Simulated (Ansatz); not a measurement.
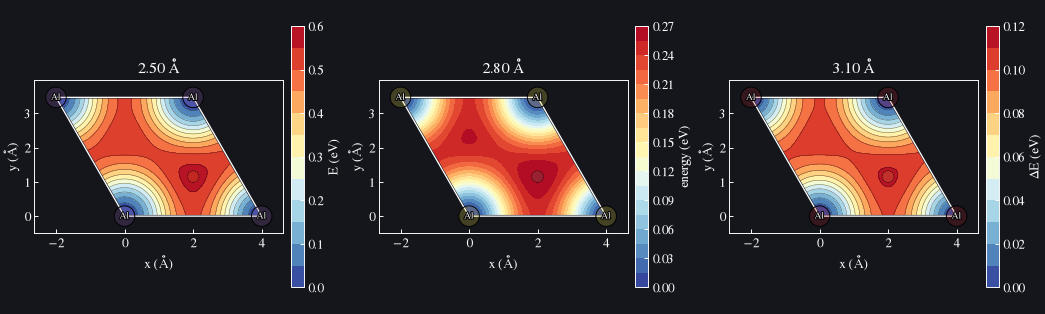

Three maps of one series, each from its own lowest grid point and on its own colour scale; the height changes from map to map. H on an AlAs(111) slab cut from the F-43m phase, its upper half relaxed before the scan (4 atoms of substrate and one adsorbate in a 1 × 1 cell). H is moved over the surface cell at a fixed height above a rigid substrate; the origin of the map has the adsorbate above Al4. Places are given modulo a cell vector. The map is drawn in real space over the plane of the surface. The grid has 9 × 9 points. All energies are given in eV relative to the lowest grid point. With one adsorbate in each 1 × 1 cell, its nearest image is 4.0 Å away, so neighbouring adsorbates interact. At a fixed height the lowest place need not be the adsorption site. All numbers below come from Ansatz, DFT PBE+D3(BJ), scalar-relativistic, plane waves, PAW. Settings: cutoff 420 eV, k-mesh 9×9×1, gaussian smearing 0.05 eV, spin-polarised.

In the figure: filled contours, labelled circles for the atoms of the top layer and small ones for the second layer, the outline of one cell of the plane. Between grid points the surface is interpolated.

The span runs from the lowest to the highest grid point; passes are read from the interpolated surfaces.

| height | lowest grid point | span (eV) | easiest pass (eV) |
| --- | --- | --- | --- |
| 2.50 Å | the top site over a surface Al atom | 0.567 | 0.51 |
| 2.80 Å | the top site over a surface Al atom | 0.269 | 0.24 |
| 3.10 Å | the top site over a surface Al atom | 0.112 | 0.1 |

Q: One more map of the series was computed, for the height 3.40 Å. What do you expect for it?

A: A straight line of ln(span) against the height through the 3 maps has the slope −2.7 per Å (a decay length of 0.37 Å) and gives 0.0507 eV at 3.40 Å. The computed span is 0.0423 eV, below the fit by 17 %. The lowest grid point is the top site over a surface Al atom, as for 2.50 Å, 2.80 Å and 3.10 Å. The easiest pass out of the lowest well is about 0.038 eV.

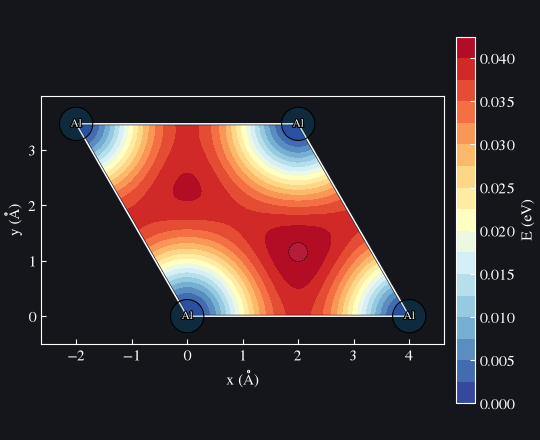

The map for 3.40 Å.

PAW datasets: the set soft_1.
